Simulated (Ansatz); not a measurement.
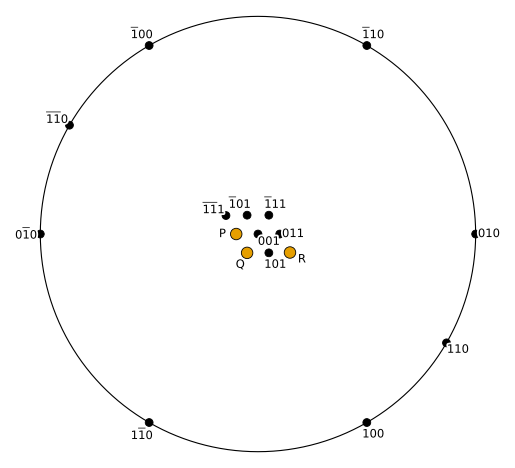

Stereographic projection of plane normals (upper hemisphere) centred on (0 0 1). Crystal: C, coordinates from a relaxation with Ansatz, DFT, RPBE, plane waves (420 eV) with PAW, scalar-relativistic; the starting structure was generated, so it need not be a known form of this composition. Geometry calculated from the standardised cell; symmetry tolerance 0.002 Å.

a = 7.370 Å, b = 7.370 Å, c = 1.289 Å, α = 90.00°, β = 90.00°, γ = 120.00°.

Q: Index the poles marked P, Q, R.

A: P is (0 −1 1), in four indices (0 −1 1 1), 11.4° from the centre; Q is (1 −1 1), in four indices (1 −1 0 1), 11.4° from the centre; R is (1 1 1), in four indices (1 1 −2 1), 19.3° from the centre.

Q: What is the angle between the normals of (−1 1 1) and (1 0 0), and what are their d_hkl = 1/|g|?

A: 95.7°; d = 1.263 Å and 6.382 Å.
